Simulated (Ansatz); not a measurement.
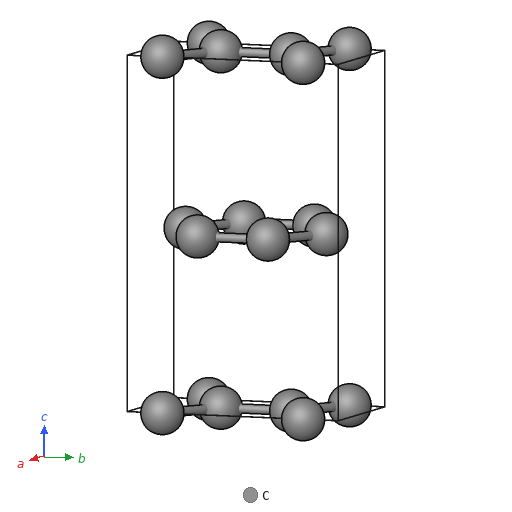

System: C, space group Fmmm (No. 69). The picture shows the conventional cell.

Input of the run:
```
crystal:
  lattice:
    - [0.0, 2.1167060736, 3.360964591]
    - [1.222777523, 0.0, 3.360964591]
    - [1.222777523, 2.1167060736, 0.0]
  atoms:
    - { symbol: C, position: [0.1667000688, 0.8332999312, 0.1667000688] }
    - { symbol: C, position: [0.8332999312, 0.1667000688, 0.8332999312] }
basis:
  ecutwfc: 420
kpoints:
  mp_grid: { grid: [18, 18, 18] }
hamiltonian:
  xc: lda
scf:
  occupations: { method: gaussian, width: 0.02 }
output:
  eigenvalues: true
phonons:
  method: dfpt
  eigenvectors: true
```

Launched with:
```bash
ansatz run input.yaml --threads 1 --pin off --max-ram 3072MiB --backend cpu --events-out ev --progress --plain --runs-dir out
```

Calculation (Ansatz 0.2.0): harmonic phonon frequencies at the zone centre with atoms at rest in the given cell, without the long-range term of polar modes, the three translations left out, imaginary frequencies are negative; plane waves with PAW datasets, Γ-centred k mesh. Level: LDA, no spin polarisation.

wave cutoff 420 eV; k mesh 18×18×18; occupations Gaussian; smearing width 0.02 eV; pressure 0 GPa; phonon method linear response.

Describe the result: the zone-centre optical phonon frequencies (the three acoustic modes are left out).

No frequency is imaginary, so the structure is stable to these displacements (zone-boundary modes weren't tested here). The highest mode lies at 1614.9 cm⁻¹. The optical modes lie at 885.7, 1579.0, 1614.9 cm⁻¹.

```json
{"frequency (cm⁻¹)": "885.7"}
{"frequency (cm⁻¹)": "1579.0"}
{"frequency (cm⁻¹)": "1614.9"}
```

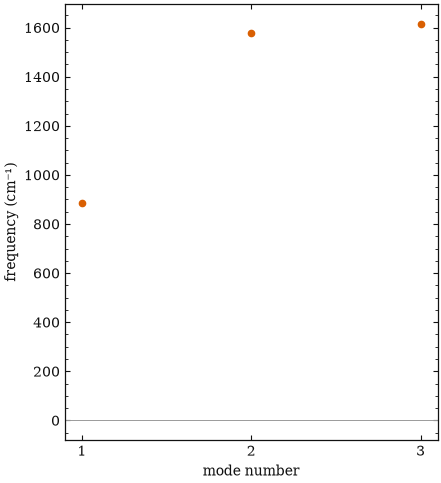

Limits of the calculation: a crossing between the sampled k points may be missed.
